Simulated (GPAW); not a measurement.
# Local fields in the sheet polarisability of P (buckled honeycomb monolayer)

Aim: the sheet polarisability of P (buckled honeycomb monolayer), with and without local fields.

Method: LDA and many-body steps on it, plane waves, in GPAW 26.7.0.

## 1. The structure

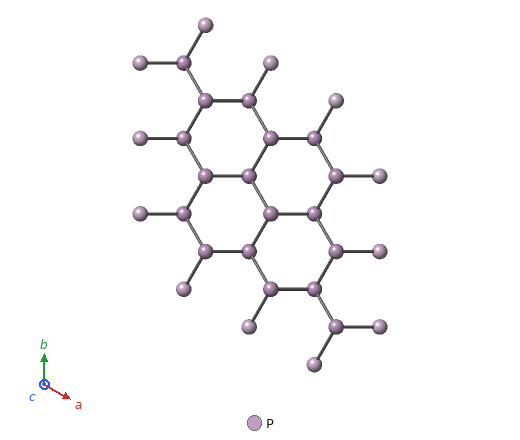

Start, viewed from above; phosphorus pink. 3×3×1 cells are drawn. Some periodic images of atoms are drawn too.

The cell holds 2 atoms: 2 P. Cell: a = 3.220 Å, b = 3.220 Å, c = 12.200 Å, α = 90.0°, β = 90.0°, γ = 120.0°. Vacuum lies along c.

Coordinates:

```
P
1.0
     3.22044    0.00000    0.00000
    -1.61022    2.78898    0.00000
     0.00000    0.00000   12.20000
P
2
Direct
  0.33333 0.66667 0.44909
  0.66667 0.33333 0.55091
```

The structure was relaxed with LDA. The runs that relaxed it are not among those shown.

## 2. Empty states on the mesh, 24×24×1 mesh, 145 bands

This step: GPAW 26.7.0; DFT, LDA, plane waves, PAW.

The sums over transitions need many empty states on a uniform mesh; this step solves for them.

Contents of run.py:

```python
import json
import numpy as np
from gpaw.mpi import world
from gpaw import GPAW

calc = GPAW('gs.gpw').fixed_density(kpts={'size': (24, 24, 1), 'gamma': True},
    nbands=169,
    convergence={'bands': 145},
    txt='nscf.txt')
calc.write('full.gpw', mode='all')
res = {}
kpts = calc.get_ibz_k_points()
res['kpts'] = kpts
res['eigenvalues'] = [calc.get_eigenvalues(kpt=k) for k in range(len(kpts))]
res['n_electrons'] = calc.get_number_of_electrons()

if world.rank == 0:
    with open('result.json', 'w') as f:
        json.dump(res, f, default=lambda x: x.tolist())
```

The run is started by

```console
$ mpirun -n 4 gpaw python run.py
```

Numbers of over 12 decimals in the logs are rounded to 6 here.

The program printed:

```text
Diagonalizing LCAO Hamiltonian
Converting LCAO to pw mode
convergence criteria:
- Maximum integral of absolute [eigenst]ate change: 4e-08 eV^2 / valence electron
maximum number of iterations: 100

SCF iterations
|iter     |     time |      energy | eigst |  dens |
|iter:   1|  |             | +4.62 |       |
|iter:   2|  |             | +3.44 |       |
|iter:   3|  |             | +2.32 |       |
[...]
|iter:  13|  |             | -6.62 |       |
|iter:  14|  |             | -7.03 |       |
|iter:  15|  |             | -7.46c|       |
SCF steps: 15
  __  _  _
 | _ |_)|_||  |
 |__||  | ||/\| - 26.7.0

Input parameters:
  mode=PW(ecut=450.000000),
  convergence={'bands': 145},
  gpts=array([16, 16, 60]),
  kpts=MonkhorstPack(size=(24, 24, 1), gamma=True),
  maxiter=100,
  nbands=169,
  occupations=Occupations(name='fermi-dirac', width=0.001, fixmagmom=False),
  parallel={},
  xc=XC(name='LDA')
# Writing to full.gpw (mode='all')
  [... matrices ...]

timing:  # [seconds]
  Total: 0.201  # ━━━━━━━━━━━━━━━━━━━━━━━━━━━━━━━━━━━━━━━━━━━━━━━━━━━━━━━━━━━
```

Wall time 3.1 min (4 MPI ranks of Arm Neoverse V1, shared host); peak memory 1.1 GiB.

Numbers from this step:

```
gap                                                           : 1.844 eV
k of the valence top                                          : 0, 0, 0
k of the conduction bottom                                    : 0.375, 0, 0
least direct gap                                              : 2.105 eV
k points computed                                             : 61
lowest point of the top converged band, above the valence top : 66.5654 eV
```

On this mesh the gap is 1.844 eV.

## 3. RPA response

The response function is computed on a frequency grid, with local fields up to the given cutoff.

This step: linear response, RPA, on LDA, plane waves, PAW.

Contents of run.py:

```python
import json
import numpy as np
from gpaw.mpi import world
from gpaw.response.df import DielectricFunction

df = DielectricFunction('full.gpw',
    ecut=50,
    nbands=145,
    eta=0.2,
    frequencies={'type': 'nonlinear', 'domega0': 0.05, 'omega2': 10.0},
    intraband=False,
    truncation='2D',
    txt='df.txt')
res = {'optical': {}, 'eels': []}
for d in 'x':
    y0, y = df.get_polarizability(direction=d, xc='RPA', filename=None)
    res['optical'][d] = [y0.real, y0.imag, y.real, y.imag]
res['w'] = df.get_frequencies()
for q_c in [[0.0416666667, 0, 0], [0.25, 0, 0], [0.5, 0, 0], [0.75, 0, 0], [1.25, 0, 0]]:
    res['eels'].append(df.get_eels_spectrum(q_c=q_c, xc='RPA', filename=None))

if world.rank == 0:
    with open('result.json', 'w') as f:
        json.dump(res, f, default=lambda x: x.tolist())
```

The run is started by

```console
$ mpirun -n 4 gpaw python run.py
```

The program printed:

```text
Using integrator: PointIntegrator
NonLinearFrequencyDescriptor(from 0.000 to 83.949 eV, 376 points)
Nonperiodic BCs:  [False False  True]
Using integrator: PointIntegrator
NonLinearFrequencyDescriptor(from 0.000 to 83.949 eV, 376 points)
Nonperiodic BCs:  [False False  True]

Calculating chi0 body with:
    Ground state adapter containing:
    Number of spins: 1
    Number of kpoints: 576
    Number of irreducible kpoints: 61
    Number of completely occupied states: 5
    Number of partially occupied states: 5
    Occupied states memory: 1.171875 M / cpu

    Linear response parametrization:
    q_c: [0.0, 0.0, 0.0]
    Number of frequency points: 376
    Planewave cutoff: 50.0
    Number of bands: 145
    Number of planewaves: 81
    Broadening (eta): 0.2
    comm.size: 4
    kncomm.size: 4
    blockcomm.size: 1

    Memory estimate of potentially large arrays:
        chi0_wGG: 37.642456 M / cpu
Integrating chi0 body.

Symmetries of q_c:
    Direct symmetries (Uq -> q): 12
    Indirect symmetries (TUq -> q): 0
In total 12 allowed symmetries.

  [... matrices ...]
61 groups of equivalent kpoints. 89.409722% reduction.

Integral kind: spectral function

Calculating chi0 optical extensions with:
    Ground state adapter containing:
    Number of spins: 1
    Number of kpoints: 576
    Number of irreducible kpoints: 61
    Number of completely occupied states: 5
    Number of partially occupied states: 5
    Occupied states memory: 1.171875 M / cpu

    Linear response parametrization:
    Number of frequency points: 376
    Planewave cutoff: 50.0
    Number of bands: 145
    Number of planewaves: 81
    Broadening (eta): 0.2
Integrating chi0 head and wings.

Symmetries of q_c:
    Direct symmetries (Uq -> q): 12
    Indirect symmetries (TUq -> q): 0
In total 12 allowed symmetries.

  [... matrices ...]
61 groups of equivalent kpoints. 89.409722% reduction.

Integral kind: spectral function wings

Calculating chi0 body with:
    Ground state adapter containing:
    Number of spins: 1
    Number of kpoints: 576
    Number of irreducible kpoints: 61
    Number of completely occupied states: 5
    Number of partially occupied states: 5
    Occupied states memory: 1.171875 M / cpu

    Linear response parametrization:
    q_c: [0.0416666667, 0.0, 0.0]
    Number of frequency points: 376
    Planewave cutoff: 50.0
    Number of bands: 145
    Number of planewaves: 81
    Broadening (eta): 0.2
    comm.size: 4
    kncomm.size: 4
    blockcomm.size: 1

    Memory estimate of potentially large arrays:
        chi0_wGG: 37.642456 M / cpu
Integrating chi0 body.

Symmetries of q_c:
    Direct symmetries (Uq -> q): 2
    Indirect symmetries (TUq -> q): 0
In total 2 allowed symmetries.

  [... matrices ...]
300 groups of equivalent kpoints. 47.916667% reduction.

Integral kind: spectral function

[... 4 further calls ...]
```

It took 87 s on 4 MPI ranks; peak memory 1.3 GiB; 5.8 min of CPU time.

This step gave:

| Quantity | Value |
| --- | --- |
| static polarisability of the sheet (Å) | 3.980 |
| the same without local fields | 4.489 |

The static value is 3.98.

The Im polarisability of the sheet has structure finer than the step of the table below, so its rows give means over 2 eV, whole bins alone (the curve runs from 0 to 39.8 eV). Peaks (eV: height): xx, no local fields 4.2: 12.1; xx, local fields 4.2: 11.1.

RPA, broadening 0.2 eV. Im polarisability of the sheet against photon energy; means over each step:

```
photon energy (eV)  xx, no local fields (Å)  xx, local fields (Å)
                 2                     1.30                  1.04
                 4                     8.24                  7.19
                 6                     3.35                  3.20
                 8                     1.19                  1.34
                10                    0.497                 0.517
                12                    0.282                 0.315
                14                    0.147                 0.177
                16                   0.0981                 0.119
                18                   0.0680                0.0903
                20                   0.0390                0.0760
                22                   0.0300                0.0569
                24                   0.0210                0.0368
                26                   0.0149                0.0257
                28                   0.0112                0.0179
                30                  0.00824                0.0134
                32                  0.00665               0.00867
                34                  0.00698               0.00750
                36                  0.00671               0.00637
                38                  0.00574               0.00546
```

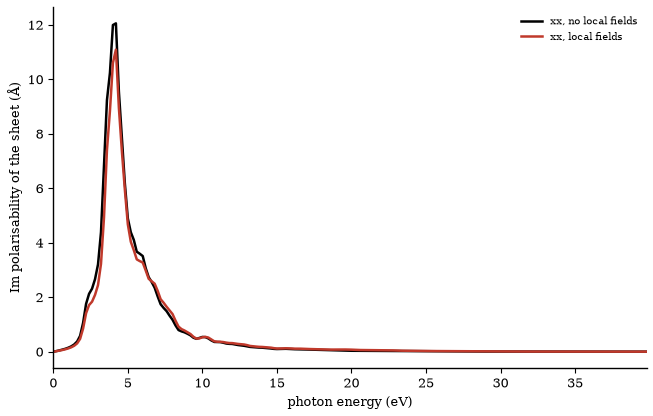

Im polarisability of the sheet against photon energy.

## 4. RPA response, local-field cutoff (24×24×1 mesh, 145 bands, screening to 100 eV, broadening 0.2 eV)

Changes to run.py since step 3:

```diff
@@ -6,3 +6,3 @@
 df = DielectricFunction('full.gpw',
-    ecut=50,
+    ecut=100,
     nbands=145,
@@ -18,3 +18,3 @@
 res['w'] = df.get_frequencies()
-for q_c in [[0.0416666667, 0, 0], [0.25, 0, 0], [0.5, 0, 0], [0.75, 0, 0], [1.25, 0, 0]]:
+for q_c in [[0.5, 0, 0]]:
     res['eels'].append(df.get_eels_spectrum(q_c=q_c, xc='RPA', filename=None))
```

The run is started by

```console
$ mpirun -n 4 gpaw python run.py
```

The program printed:

```text
Using integrator: PointIntegrator
NonLinearFrequencyDescriptor(from 0.000 to 83.949 eV, 376 points)
Nonperiodic BCs:  [False False  True]
Using integrator: PointIntegrator
NonLinearFrequencyDescriptor(from 0.000 to 83.949 eV, 376 points)
Nonperiodic BCs:  [False False  True]

Calculating chi0 body with:
    Ground state adapter containing:
    Number of spins: 1
    Number of kpoints: 576
    Number of irreducible kpoints: 61
    Number of completely occupied states: 5
    Number of partially occupied states: 5
    Occupied states memory: 1.171875 M / cpu

    Linear response parametrization:
    q_c: [0.0, 0.0, 0.0]
    Number of frequency points: 376
    Planewave cutoff: 100.0
    Number of bands: 145
    Number of planewaves: 253
    Broadening (eta): 0.2
    comm.size: 4
    kncomm.size: 4
    blockcomm.size: 1

    Memory estimate of potentially large arrays:
        chi0_wGG: 367.239136 M / cpu
Integrating chi0 body.

Symmetries of q_c:
    Direct symmetries (Uq -> q): 12
    Indirect symmetries (TUq -> q): 0
In total 12 allowed symmetries.

  [... matrices ...]
61 groups of equivalent kpoints. 89.409722% reduction.

Integral kind: spectral function

Calculating chi0 optical extensions with:
    Ground state adapter containing:
    Number of spins: 1
    Number of kpoints: 576
    Number of irreducible kpoints: 61
    Number of completely occupied states: 5
    Number of partially occupied states: 5
    Occupied states memory: 1.171875 M / cpu

    Linear response parametrization:
    Number of frequency points: 376
    Planewave cutoff: 100.0
    Number of bands: 145
    Number of planewaves: 253
    Broadening (eta): 0.2
Integrating chi0 head and wings.

Symmetries of q_c:
    Direct symmetries (Uq -> q): 12
    Indirect symmetries (TUq -> q): 0
In total 12 allowed symmetries.

  [... matrices ...]
61 groups of equivalent kpoints. 89.409722% reduction.

Integral kind: spectral function wings

Calculating chi0 body with:
    Ground state adapter containing:
    Number of spins: 1
    Number of kpoints: 576
    Number of irreducible kpoints: 61
    Number of completely occupied states: 5
    Number of partially occupied states: 5
    Occupied states memory: 1.171875 M / cpu

    Linear response parametrization:
    q_c: [0.5, 0.0, 0.0]
    Number of frequency points: 376
    Planewave cutoff: 100.0
    Number of bands: 145
    Number of planewaves: 246
    Broadening (eta): 0.2
    comm.size: 4
    kncomm.size: 4
    blockcomm.size: 1

    Memory estimate of potentially large arrays:
        chi0_wGG: 347.19873046875 M / cpu
Integrating chi0 body.

Symmetries of q_c:
    Direct symmetries (Uq -> q): 4
    Indirect symmetries (TUq -> q): 0
In total 4 allowed symmetries.

  [... matrices ...]
157 groups of equivalent kpoints. 72.743056% reduction.

Integral kind: spectral function
```

Elapsed: 39 s, on 4 MPI ranks; peak memory 4.6 GiB; 2.6 min of CPU time.

Numbers from this step:

```yaml
static_polarisability_of_the_sheet_a: 3.830
the_same_without_local_fields: 4.489
```

The static value is 3.83.

## 5. RPA response, fewer bands (24×24×1 mesh, 10 bands, screening to 50 eV, broadening 0.2 eV)

Changes to run.py since step 4:

```diff
@@ -6,4 +6,4 @@
 df = DielectricFunction('full.gpw',
-    ecut=100,
-    nbands=145,
+    ecut=50,
+    nbands=10,
     eta=0.2,
@@ -18,3 +18,3 @@
 res['w'] = df.get_frequencies()
-for q_c in [[0.5, 0, 0]]:
+for q_c in []:
     res['eels'].append(df.get_eels_spectrum(q_c=q_c, xc='RPA', filename=None))
```

The run is started by

```console
$ mpirun -n 4 gpaw python run.py
```

The program printed:

```text
Using integrator: PointIntegrator
NonLinearFrequencyDescriptor(from 0.000 to 24.663 eV, 245 points)
Nonperiodic BCs:  [False False  True]
Using integrator: PointIntegrator
NonLinearFrequencyDescriptor(from 0.000 to 24.663 eV, 245 points)
Nonperiodic BCs:  [False False  True]

Calculating chi0 body with:
    Ground state adapter containing:
    Number of spins: 1
    Number of kpoints: 576
    Number of irreducible kpoints: 61
    Number of completely occupied states: 5
    Number of partially occupied states: 5
    Occupied states memory: 1.171875 M / cpu

    Linear response parametrization:
    q_c: [0.0, 0.0, 0.0]
    Number of frequency points: 245
    Planewave cutoff: 50.0
    Number of bands: 10
    Number of planewaves: 81
    Broadening (eta): 0.2
    comm.size: 4
    kncomm.size: 4
    blockcomm.size: 1

    Memory estimate of potentially large arrays:
        chi0_wGG: 24.527664 M / cpu
Integrating chi0 body.

Symmetries of q_c:
    Direct symmetries (Uq -> q): 12
    Indirect symmetries (TUq -> q): 0
In total 12 allowed symmetries.

  [... matrices ...]
61 groups of equivalent kpoints. 89.409722% reduction.

Integral kind: spectral function

Calculating chi0 optical extensions with:
    Ground state adapter containing:
    Number of spins: 1
    Number of kpoints: 576
    Number of irreducible kpoints: 61
    Number of completely occupied states: 5
    Number of partially occupied states: 5
    Occupied states memory: 1.171875 M / cpu

    Linear response parametrization:
    Number of frequency points: 245
    Planewave cutoff: 50.0
    Number of bands: 10
    Number of planewaves: 81
    Broadening (eta): 0.2
Integrating chi0 head and wings.

Symmetries of q_c:
    Direct symmetries (Uq -> q): 12
    Indirect symmetries (TUq -> q): 0
In total 12 allowed symmetries.

  [... matrices ...]
61 groups of equivalent kpoints. 89.409722% reduction.

Integral kind: spectral function wings
```

Run time: 4.5 s. Hardware: 4 MPI ranks; peak memory 0.95 GiB.

Numbers from this step:

```
static polarisability of the sheet (Å) : 3.881
the same without local fields          : 4.400
```

[end of part 1 of 2]

[Paths, hosts, dates, memory and timing lines, banners, echoed tables and standing remarks are left out of the program output.]

[Logs are printed without paths, hosts, clocks, repeated set-up lines and the standing remarks that a program may print on its own settings, such as how far it seeks lower states.]

[Runs of the session that timed out or met a known fault of the program may be left out.]

[Hosts, paths, dates, database ids (printed as entryN), source tags and the programs' standing remarks are cut or masked in the printed files.]
